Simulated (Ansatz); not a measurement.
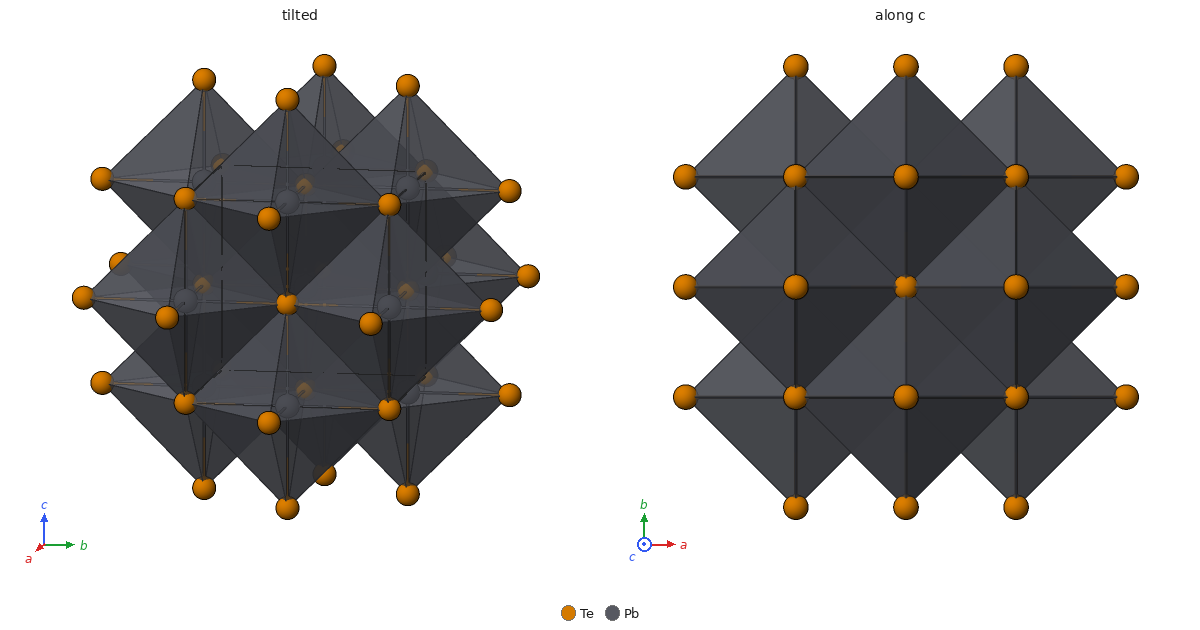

View slightly off an axis and along the c axis, drawn as a polyhedral model. The parallelepiped is the conventional unit cell. A few atoms beyond the faces are included. Cell: a = 6.446 Å, b = 6.446 Å, c = 6.446 Å, α = 90.00°, β = 90.00°, γ = 90.00°.

Give a description of the structure.

- The formula is TePb.
- The space group is Fm-3m (No. 225); the lattice is face-centred cubic.
- Among the common structure types it is rock salt (NaCl type).
- With Z = 4, the cell contains 4 Te, 4 Pb.
- The polyhedra are PbTe6 octahedra; they share corners and edges.
- Te is linked to six Pb in an octahedral arrangement at about 3.2 Å. Pb is linked to six Te in an octahedral arrangement at about 3.2 Å.
- The bonds build a three-dimensional framework.

The structure comes from a structure listed in the Materials Project. It is drawn as it came out of a relaxation with Ansatz, DFT PBEsol, scalar-relativistic, plane waves, PAW.
